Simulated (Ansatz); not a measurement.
Run report: Al, geometry relaxation (part 2 of 2)

Continued. System: Al (slab, 12 atoms in the cell). Method: DFT PBE, scalar-relativistic, plane waves, PAW, no spin polarisation (Ansatz 0.2.0); cutoff 420 eV, 6×6×1 k-mesh, Gaussian smearing of 0.1 eV. The structure derives from an entry of the Crystallography Open Database. The input holds or restrains some coordinates. Forces given for the steps count only the free coordinates. It belongs to a series of runs on one base structure; here: clean slab, lower half held.

Geometry of the input (Å; fractional positions):
```
5.7143  0.0000  0.0000
-2.8572  4.9487  0.0000
0.0000  0.0000  21.6657
Al 0.3333  0.1667  0.3923
Al 0.3333  0.6667  0.3923
Al 0.8333  0.1667  0.3923
Al 0.8333  0.6667  0.3923
Al 0.6667  0.3333  0.5000
Al 0.6667  0.8333  0.5000
Al 0.1667  0.3333  0.5000
Al 0.1667  0.8333  0.5000
Al -0.0000  0.5000  0.6077
Al 0.0000  0.0000  0.6077
Al 0.5000  0.5000  0.6077
Al 0.5000  0.0000  0.6077
```

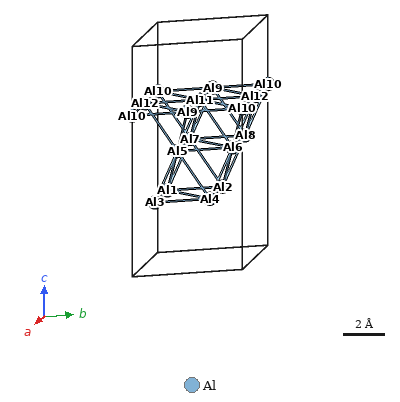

The geometry at step 1 of the log (ball-and-stick view of the cell of the calculation, with the vacuum cut short, seen slightly off an axis; atoms are numbered from 1 in the order of the input).

### Log, continued
```
SCF iter   1: F=—  HF=-6447.215014 eV  |F-HF|=—  |Δ(HF+E_count)|=         —  Δρ=1.64e-3  dr2=1.42e-1  ethr=4.09e-4  p=-0.000 e·Å  D=-3.77e-6 V/Å  ΔV_dip=0.00 eV  dr2_dipole=2.42e-2  V_vac-E_F(+/−)=3.89/3.89 eV  ⟨swp⟩=1.0  Hψ=886  notcnv=0  defer=25
efield: sawtooth ramp at fractional position 0.9800 (handed on by an earlier solve), width 0.0400; the density the first Hamiltonian is built on has a dipole p = -0.000 e·Å; the dipole correction subtracts the counter field D = -3.77e-6 V/Å, which shifts the + side's vacuum level by +0.00 eV against the − side's; the planar-averaged density in the ramp window peaks in size at 2.0e-7 e/Å³
preconditioner: auto → LDOS  [metal: Δε(μ)=0.089 eV  Ē_g=6.135 eV  σ=0.100 eV  W_gap=0.44  n_scr=52 (ndim 8)  ℏωp=9.0 eV  f_vac=0.558  D(μ)=5.27/eV (n_scr^D=8)  β→1.0]
SCF iter   2: F=—  HF=-6447.201749 eV  |F-HF|=—  |Δ(HF+E_count)|=   1.33e-2  Δρ=6.10e-4  dr2=9.44e-3  ethr=3.94e-4  p=0.006 e·Å  D=1.66e-3 V/Å  ΔV_dip=-0.04 eV  dr2_dipole=6.86e-5  V_vac-E_F(+/−)=3.85/3.89 eV  ⟨swp⟩=2.1  Hψ=248  notcnv=0  defer=25
SCF iter   3: F=—  HF=-6447.200477 eV  |F-HF|=—  |Δ(HF+E_count)|=   1.27e-3  Δρ=2.22e-4  dr2=2.01e-3  ethr=2.62e-5  p=0.001 e·Å  D=2.50e-4 V/Å  ΔV_dip=-0.01 eV  dr2_dipole=5.28e-5  V_vac-E_F(+/−)=3.92/3.93 eV  ⟨swp⟩=2.0  Hψ=307  notcnv=0  defer=25
SCF iter   4: F=—  HF=-6447.200328 eV  |F-HF|=—  |Δ(HF+E_count)|=   1.49e-4  Δρ=7.85e-5  dr2=3.08e-4  ethr=5.57e-6  p=0.000 e·Å  D=1.09e-4 V/Å  ΔV_dip=-0.00 eV  dr2_dipole=4.01e-5  V_vac-E_F(+/−)=3.92/3.92 eV  ⟨swp⟩=2.1  Hψ=256  notcnv=0  defer=25
SCF iter   5: F=—  HF=-6447.200324 eV  |F-HF|=—  |Δ(HF+E_count)|=   4.11e-6  Δρ=2.36e-5  dr2=1.22e-5  ethr=8.57e-7  p=-0.000 e·Å  D=-7.87e-6 V/Å  ΔV_dip=0.00 eV  dr2_dipole=5.18e-10  V_vac-E_F(+/−)=3.92/3.92 eV  ⟨swp⟩=2.1  Hψ=267  notcnv=0  defer=25
SCF iter   6: F=—  HF=-6447.200235 eV  |F-HF|=—  |Δ(HF+E_count)|=   8.90e-5  Δρ=5.17e-6  dr2=6.46e-7  ethr=3.38e-8  p=-0.000 e·Å  D=-1.99e-5 V/Å  ΔV_dip=0.00 eV  dr2_dipole=1.32e-7  V_vac-E_F(+/−)=3.92/3.92 eV  ⟨swp⟩=2.6  Hψ=365  notcnv=0  defer=25
iter 7 did not close the SCF: its close was put off until two iterations running show no level that it waits for move by more than its bar (scf_convergence_deferred on its scf_iter line)
SCF iter   7: F=-6447.200236 eV  HF=-6447.200236 eV  |F-HF|=2.87e-8  |Δ(HF+E_count)|=   4.67e-7  Δρ=1.02e-6  dr2=1.60e-8  ethr=2.78e-10  p=-0.000 e·Å  D=-3.13e-5 V/Å  ΔV_dip=0.00 eV  dr2_dipole=1.71e-9  V_vac-E_F(+/−)=3.92/3.92 eV  ⟨swp⟩=22.0  Hψ=1937  notcnv=0
iter 8 did not close the SCF: its close was put off until two iterations running show no level that it waits for move by more than its bar (scf_convergence_deferred on its scf_iter line)
SCF iter   8: F=-6447.200236 eV  HF=-6447.200236 eV  |F-HF|=2.19e-9  |Δ(HF+E_count)|=   3.72e-8  Δρ=2.28e-7  dr2=9.98e-10  ethr=4.44e-11  p=-0.000 e·Å  D=-3.55e-5 V/Å  ΔV_dip=0.00 eV  dr2_dipole=1.35e-10  V_vac-E_F(+/−)=3.92/3.92 eV  ⟨swp⟩=8.3  Hψ=1300  notcnv=0
SCF iter   9: F=-6447.200236 eV  HF=-6447.200236 eV  |F-HF|=1.24e-10  |Δ(HF+E_count)|=   2.79e-9  Δρ=4.83e-8  dr2=9.77e-11  ethr=2.77e-12  p=-0.000 e·Å  D=-3.57e-5 V/Å  ΔV_dip=0.00 eV  dr2_dipole=5.42e-12  V_vac-E_F(+/−)=3.92/3.92 eV  ⟨swp⟩=7.0  Hψ=1147  notcnv=0
SCF 2 converged in 9 iterations: F = -6447.200236 eV  dr2 = 9.77e-11
  greatest PAW one-centre occupation: 0.463 electrons in one spin orbital (limit 2), on the Al atom at site 11 (counted from 0), in its partial waves of l = 0
relax step   2: F+E_penalty+E_count = -6447.20023583 eV  Δ(F+E_penalty+E_count) = -1.158e-2 eV  max|allowed force component| = 4.662e-2 eV/Å  Δτ_max = 0.0893 Å  (9 SCF iters, accepted)
SCF iter   1: F=—  HF=-6447.203258 eV  |F-HF|=—  |Δ(HF+E_count)|=         —  Δρ=4.48e-4  dr2=1.03e-2  ethr=3.08e-4  p=-0.000 e·Å  D=-3.57e-5 V/Å  ΔV_dip=0.00 eV  dr2_dipole=1.75e-3  V_vac-E_F(+/−)=3.92/3.92 eV  ⟨swp⟩=2.0  Hψ=485  notcnv=0  defer=25
efield: sawtooth ramp at fractional position 0.9800 (handed on by an earlier solve), width 0.0400; the density the first Hamiltonian is built on has a dipole p = -0.000 e·Å; the dipole correction subtracts the counter field D = -3.57e-5 V/Å, which shifts the + side's vacuum level by +0.00 eV against the − side's; the planar-averaged density in the ramp window peaks in size at 5.1e-8 e/Å³
preconditioner: auto → LDOS  [metal: Δε(μ)=0.066 eV  Ē_g=6.101 eV  σ=0.100 eV  W_gap=0.35  n_scr=52 (ndim 8)  ℏωp=9.0 eV  f_vac=0.552  D(μ)=6.41/eV (n_scr^D=26)  β→1.0]
SCF iter   2: F=—  HF=-6447.202243 eV  |F-HF|=—  |Δ(HF+E_count)|=   1.01e-3  Δρ=1.55e-4  dr2=7.43e-4  ethr=2.85e-5  p=-0.001 e·Å  D=-3.06e-4 V/Å  ΔV_dip=0.01 eV  dr2_dipole=1.35e-4  V_vac-E_F(+/−)=3.93/3.92 eV  ⟨swp⟩=1.1  Hψ=286  notcnv=0  defer=25
SCF iter   3: F=—  HF=-6447.202171 eV  |F-HF|=—  |Δ(HF+E_count)|=   7.29e-5  Δρ=6.86e-5  dr2=1.50e-4  ethr=2.06e-6  p=-0.000 e·Å  D=-5.90e-5 V/Å  ΔV_dip=0.00 eV  dr2_dipole=2.14e-7  V_vac-E_F(+/−)=3.91/3.91 eV  ⟨swp⟩=2.1  Hψ=316  notcnv=0  defer=25
SCF iter   4: F=—  HF=-6447.202167 eV  |F-HF|=—  |Δ(HF+E_count)|=   3.52e-6  Δρ=1.61e-5  dr2=1.13e-5  ethr=4.16e-7  p=-0.000 e·Å  D=-6.78e-5 V/Å  ΔV_dip=0.00 eV  dr2_dipole=1.52e-6  V_vac-E_F(+/−)=3.92/3.91 eV  ⟨swp⟩=2.1  Hψ=252  notcnv=0  defer=25
SCF iter   5: F=—  HF=-6447.202217 eV  |F-HF|=—  |Δ(HF+E_count)|=   4.99e-5  Δρ=5.39e-6  dr2=5.92e-7  ethr=3.14e-8  p=-0.000 e·Å  D=-2.08e-5 V/Å  ΔV_dip=0.00 eV  dr2_dipole=6.48e-8  V_vac-E_F(+/−)=3.92/3.91 eV  ⟨swp⟩=2.3  Hψ=308  notcnv=0  defer=25
SCF iter   6: F=-6447.202217 eV  HF=-6447.202217 eV  |F-HF|=5.08e-8  |Δ(HF+E_count)|=   3.39e-7  Δρ=1.48e-6  dr2=3.28e-8  ethr=2.78e-10  p=-0.000 e·Å  D=-1.12e-5 V/Å  ΔV_dip=0.00 eV  dr2_dipole=1.85e-9  V_vac-E_F(+/−)=3.91/3.91 eV  ⟨swp⟩=20.4  Hψ=1892  notcnv=0
SCF 3 converged in 6 iterations: F = -6447.202217 eV  dr2 = 3.28e-8
relax step   3: F+E_penalty+E_count = -6447.20221727 eV  Δ(F+E_penalty+E_count) = -1.981e-3 eV  max|allowed force component| = 2.984e-3 eV/Å  Δτ_max = 0.0252 Å  (6 SCF iters, accepted)
WARN: The input density's exchange-correlation potential varies sharply where the density is thin. Do not read a vacuum level from v_tot or v_xc, or from such a field of the output density. On a cell that repeats whose density bears no net charge and no dipole along the vacuum's axis use v_es (v_loc + v_h of the components); under efield.dipole_correction with no amplitude use v_es + v_field, which holds any external_charges[].barrier, or the levels of the report's work_function block, which leave it out; under a non-zero efield.amplitude the vacuum is tilted and has no level; on a cell that repeats and bears such a dipole with no correction it is tilted too, and efield.dipole_correction with no amplitude gives each side of its ramp a level where efield: is served; in a cell that repeats whose density bears a net charge (total_charge, or a fill off its count) it is curved and has none; of a slab under crystal.periodic whose density bears no net charge use v_es, which has a level on each side, short of where the two are joined; of another it falls or rises all the way out and has none; of a slab beside external_charges read slab_vacuum_level instead, which it has where they leave it neutral. The grid or the basis barely resolves most such structure, and the values can differ between equally converged runs; as a rule a tighter scf.convergence.dr2_threshold does not remove it. Where the density itself ripples (under the LDA too) a higher basis.ecutwfc lessens it. The files hold the spikes' plane waves up to the density's cutoff. Files: v_tot and the like, and their columns of v_z.tsv (output.write_potential); v_xc and the like, and their columns of v_comp_z.tsv (output.write_potential_components); where files of the output density stand in their place, no point of their own thin density is over the threshold below, and this is of outcome.potential() and, of a run that writes arrays (npy), the arrays of these names. Measured: with its Gaussian average of σ = 0.25 Å subtracted twice, the exchange-correlation potential is over 0.1 eV at 4 of the grid points where the equally averaged density (valence and model cores) is under 1e-3 e/Å³, and 0.155 eV at the most among them, at an averaged density of 1.1e-7 e/Å³. See output.write_potential in the manual, Limitations
SCF converged after 6 iterations
Free energy (F): -6447.202217 eV
Harris-Foulkes:  -6447.202217 eV  (|F-HF|=5.08e-8)
Internal energy: -6447.171068 eV  (E = F + TS)
E sigma→0 (E₀):  -6447.186642 eV
Entropy (-TS):   -0.031150 eV (-2.596 meV/atom)
Fermi energy:    -0.046910 eV
Dipole field:    D = -0.000044 V/Å  (p = -0.000150 e·Å, saw-weighted, corrected)
Work function:   Φ+ = 3.9152 eV   Φ− = 3.9142 eV
Levels:          The Fermi level and band energies are counted from a zero that moves with the ramp; work functions are not
--- Per-component energies (eV) ---
  E_band       = -148.887123
  E_kinetic    = 260.702236
  E_local      = -6902.800299  (includes V_loc(G=0)·N_el)
  E_nonlocal   = 125.942689
  E_hartree    = 3374.101810
  E_xc         = -469.179803
  E_vxc        = -337.132204  (∫ρ·V_xc dr)
  E_paw        = -5607.805221  (= ΣΔE_a)
  E_vpaw       = -43.796599  (= ΣTr[D̂ρ^β])
  E_aug_tail   = -0.000026  (compensation charges beyond the density's cutoff)
  E_efield     = 0.000000  (sawtooth field / dipole correction)
  E_vefield    = -0.000051  (∫n·V_field dr)
  E_ewald      = 2771.867546
  E_smearing   = -0.031150  (= −TS)
  E_closure    = 0.000000  (closes the sum)
  Σ components = -6447.202217   (vs F -6447.202217, Δ=0.00e0)
--- Forces (eV/Å), atoms counted from 1 ---
  atom   1  Al    -0.00000000    -0.00000000     0.00366020
  atom   2  Al     0.00000000    -0.00000000     0.00366020
  atom   3  Al     0.00000000    -0.00000000     0.00366020
  atom   4  Al    -0.00000000    -0.00000000     0.00366020
  atom   5  Al    -0.00000000    -0.00000000    -0.00066192
  atom   6  Al    -0.00000000    -0.00000000    -0.00066192
  atom   7  Al    -0.00000000    -0.00000000    -0.00066192
  atom   8  Al    -0.00000000    -0.00000000    -0.00066192
  atom   9  Al     0.00000000     0.00000000    -0.00298441
  atom  10  Al    -0.00000000     0.00000000    -0.00298441
  atom  11  Al    -0.00000000     0.00000000    -0.00298441
  atom  12  Al     0.00000000     0.00000000    -0.00298441
  max |Σ_I F_I| component: 5.55e-5 eV/Å
--- Band table (eV; the first three rows and the last of 7) ---
  k-point 0: bands = ["-10.6117", "-8.9051", "-6.2058", "-4.7391", "-4.7391", "-4.7391", "-4.7074", "-4.7074", "-4.7074", "-3.3281", "-3.3281", "-3.3281", "-3.1002", "-2.7828", "-2.7828", "-2.7828", "-0.4333", "-0.4333", "-0.4333", "-0.1977", "-0.1977", "-0.1977", "0.4556", "2.5494", "2.5494", "2.5494", "2.5974", "2.5974", "2.5974", "2.9072"]
  k-point 1: bands = ["-10.4445", "-8.7391", "-6.4921", "-6.0403", "-5.5229", "-5.5229", "-4.8273", "-3.8857", "-3.8857", "-3.6213", "-3.6213", "-2.9428", "-2.7807", "-2.0305", "-1.9640", "-1.9640", "-1.0404", "-1.0404", "-0.8849", "0.6125", "0.7387", "0.7387", "0.8372", "1.7286", "1.8141", "1.8141", "3.0690", "3.5801", "3.5801", "3.8473"]
  k-point 2: bands = ["-9.9441", "-8.2426", "-7.9606", "-6.2764", "-6.0060", "-6.0060", "-5.5457", "-4.3480", "-4.3480", "-3.6071", "-2.4710", "-2.3154", "-2.3154", "-1.5681", "-1.5681", "-0.6893", "-0.4301", "-0.4301", "-0.1384", "1.0741", "1.1478", "1.1478", "1.3912", "1.6419", "1.6419", "2.3181", "2.3181", "3.0980", "3.3908", "3.3908"]
  k-point 6: bands = ["-8.6186", "-8.6186", "-8.6186", "-6.9280", "-6.9280", "-6.9280", "-4.2429", "-4.2429", "-4.2429", "-2.8467", "-2.8467", "-2.7789", "-1.7032", "-1.2217", "-1.2217", "-1.2217", "-0.9133", "-0.9132", "1.5912", "1.5912", "1.9807", "2.0463", "2.0463", "2.0463", "2.7652", "2.7652", "2.7652", "3.2899", "3.2899", "3.2899"]
--- Relaxed structure (3 steps of the walk, 3 accepted, 0 SCFs on fresh bases) ---
  F+E_penalty+E_count = -6447.20221727 eV   max|allowed force component| = 2.984e-3 eV/Å
  atoms:
    - { symbol: Al, position: [0.33333333333333337, 0.16666666666666666, 0.39232503900000004] }
    - { symbol: Al, position: [0.33333333333333337, 0.6666666666666666, 0.39232503900000004] }
    - { symbol: Al, position: [0.8333333333333334, 0.16666666666666666, 0.39232503900000004] }
    - { symbol: Al, position: [0.8333333333333333, 0.6666666666666666, 0.39232503900000004] }
    - { symbol: Al, position: [0.6666666666666667, 0.33333333333333337, 0.49852641768654987] }
    - { symbol: Al, position: [0.6666666666666667, 0.8333333333333335, 0.49852641768654987] }
    - { symbol: Al, position: [0.16666666666666666, 0.33333333333333337, 0.49852641768654987] }
    - { symbol: Al, position: [0.16666666666666674, 0.8333333333333335, 0.49852641768654987] }
    - { symbol: Al, position: [0.0, 0.5, 0.6047167589681908] }
    - { symbol: Al, position: [-8.301497729782565e-19, 9.729412467078009e-35, 0.6047167589681908] }
    - { symbol: Al, position: [0.5, 0.5, 0.6047167589681908] }
    - { symbol: Al, position: [0.5, 1.9458824934156018e-34, 0.6047167589681908] }
```

### Trajectory as extended XYZ (Å, eV, eV/Å), 3 frames, from step=1 to step=3
```
12
Lattice="5.7143 0.0000 0.0000 -2.8572 4.9487 0.0000 0.0000 0.0000 21.6657" Properties=species:S:1:pos:R:3:forces:R:3 step=1 energy=-6447.18866
Al    1.4286    0.8248    8.5000    0.0000   0.0000   0.0968
Al    0.0000    3.2992    8.5000    0.0000   0.0000   0.0968
Al    4.2857    0.8248    8.5000    0.0000   0.0000   0.0968
Al    2.8572    3.2992    8.5000    0.0000   0.0000   0.0968
Al    2.8572    1.6496   10.8329    0.0000   0.0000   0.0002
Al    1.4286    4.1239   10.8329    0.0000   0.0000   0.0002
Al    0.0000    1.6496   10.8329    0.0000   0.0000   0.0002
Al   -1.4286    4.1239   10.8329    0.0000   0.0000   0.0002
Al   -1.4286    2.4744   13.1657    0.0000   0.0000  -0.0970
Al    0.0000    0.0000   13.1657    0.0000   0.0000  -0.0970
Al    1.4286    2.4744   13.1657    0.0000   0.0000  -0.0970
Al    2.8572    0.0000   13.1657    0.0000   0.0000  -0.0970
12
Lattice="5.7143 0.0000 0.0000 -2.8572 4.9487 0.0000 0.0000 0.0000 21.6657" Properties=species:S:1:pos:R:3:forces:R:3 step=2 energy=-6447.20024
Al    1.4286    0.8248    8.5000    0.0000   0.0000  -0.0395
Al    0.0000    3.2992    8.5000    0.0000   0.0000  -0.0395
Al    4.2857    0.8248    8.5000    0.0000   0.0000  -0.0395
Al    2.8572    3.2992    8.5000    0.0000   0.0000  -0.0395
Al    2.8572    1.6496   10.7894    0.0000   0.0000  -0.0071
Al    1.4286    4.1239   10.7894    0.0000   0.0000  -0.0071
Al    0.0000    1.6496   10.7894    0.0000   0.0000  -0.0071
Al   -1.4286    4.1239   10.7894    0.0000   0.0000  -0.0071
Al   -1.4286    2.4744   13.0764    0.0000   0.0000   0.0466
Al    0.0000    0.0000   13.0764    0.0000   0.0000   0.0466
Al    1.4286    2.4744   13.0764    0.0000   0.0000   0.0466
Al    2.8572    0.0000   13.0764    0.0000   0.0000   0.0466
12
Lattice="5.7143 0.0000 0.0000 -2.8572 4.9487 0.0000 0.0000 0.0000 21.6657" Properties=species:S:1:pos:R:3:forces:R:3 step=3 energy=-6447.20222
Al    1.4286    0.8248    8.5000    0.0000   0.0000   0.0037
Al    0.0000    3.2992    8.5000    0.0000   0.0000   0.0037
Al    4.2857    0.8248    8.5000    0.0000   0.0000   0.0037
Al    2.8572    3.2992    8.5000    0.0000   0.0000   0.0037
Al    2.8572    1.6496   10.8009    0.0000   0.0000  -0.0007
Al    1.4286    4.1239   10.8009    0.0000   0.0000  -0.0007
Al    0.0000    1.6496   10.8009    0.0000   0.0000  -0.0007
Al   -1.4286    4.1239   10.8009    0.0000   0.0000  -0.0007
Al   -1.4286    2.4744   13.1016    0.0000   0.0000  -0.0030
Al    0.0000    0.0000   13.1016    0.0000   0.0000  -0.0030
Al    1.4286    2.4744   13.1016    0.0000   0.0000  -0.0030
Al    2.8572    0.0000   13.1016    0.0000   0.0000  -0.0030
```

### Results in brief

```tsv
quantity	value
outcome	converged under the restraints of the input
electrons treated	36
free energy	−6447.2022 eV
work function, top face	3.92 eV
work function, bottom face	3.91 eV
Fermi energy	−0.047 eV
gap on the k-point mesh	none (metallic)
final volume	612.67 Å³
work function (upper face)	3.92 eV
largest force (length of the vector) at the end, held atoms and coordinates included	0.004 eV/Å
hardware	4 threads of Intel Xeon (Sapphire Rapids), 32 GiB of memory available, shared host
wall time	7.8 s (CPU time 29 s)
peak memory	0.9 GiB
```

Warnings of the run: the exchange-correlation potential is rough where the density is thin.
